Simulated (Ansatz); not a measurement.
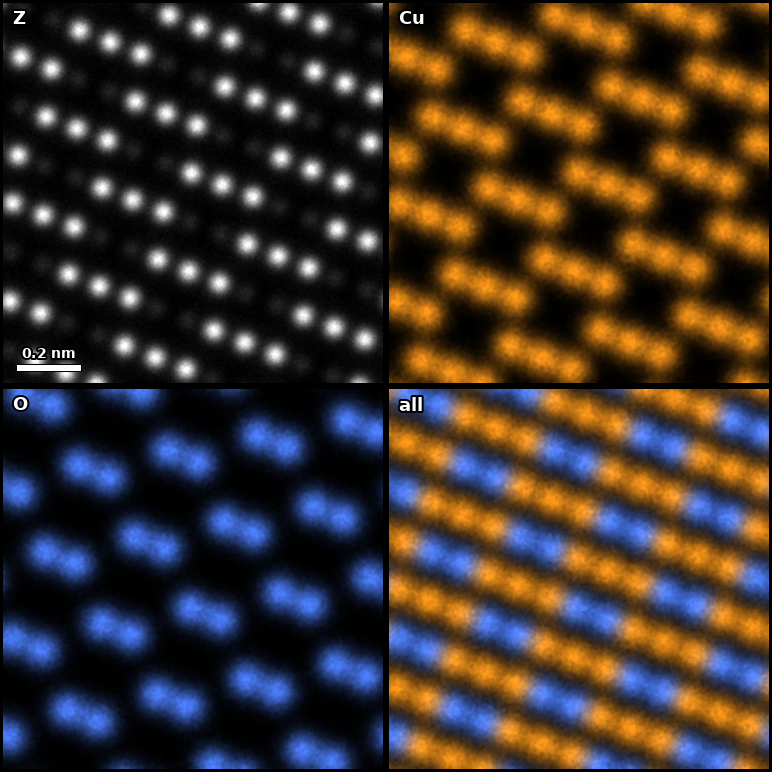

A crystal along [211]. Panel Z: The image is simulated as a sum over atoms of Z^1.6, blurred by a 0.50 Å probe (no channelling). The probe carries 25 % of its weight in a tail 2.5 times as wide. Shot noise was added. The other panels are simulated element maps (the number of atoms of one element along the beam, blurred by 0.9 Å, with counting noise; each on its own scale, no channelling); the last overlays them.

Describe the distribution of the elements over the columns.

The projected cell (2.86 × 2.86 Å, 119°) holds 5 columns: 3 of Cu and 2 of O. No column is shared by two of the mapped elements. The brightest columns of the Z-contrast image hold Cu.

The crystal is Cu3O2 (R-3m, No. 166). Structure: the end point of a relaxation with DFT PBE, scalar-relativistic, plane waves, PAW (Ansatz); the starting structure was generated, so it need not be a known form of this composition.
